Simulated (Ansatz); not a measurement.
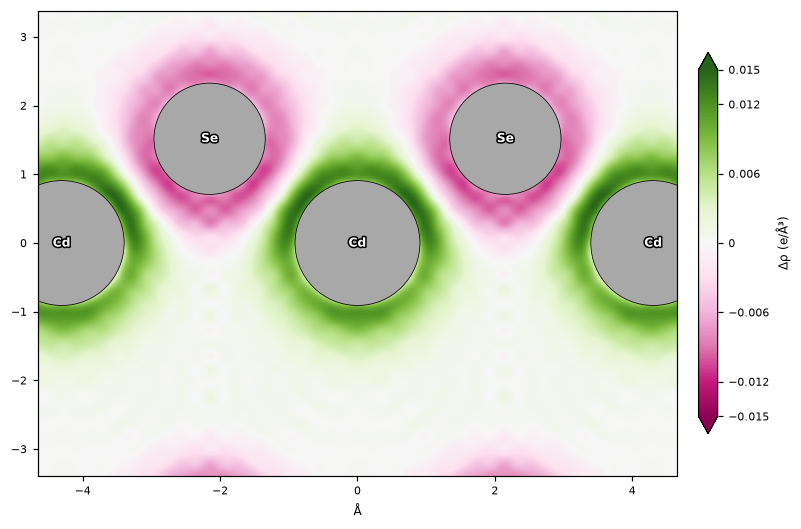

CdSe. Difference of the valence pseudo-densities of two functionals at the same geometry, on the (010) plane of the calculation cell: one of PBEsol and r2SCAN less the other.

Both computed with Ansatz (plane waves, PAW), on the same k-point mesh. Grey discs cover the atomic cores.

**Which was subtracted from which, and what does the map show?**

It is PBEsol less r2SCAN. Against r2SCAN, PBEsol gives more density around Cd (+0.012 e/Å³ on average at 1.1 Å from the nucleus) and less density around Se (−0.009 e/Å³ on average at 1.0 Å from the nucleus).
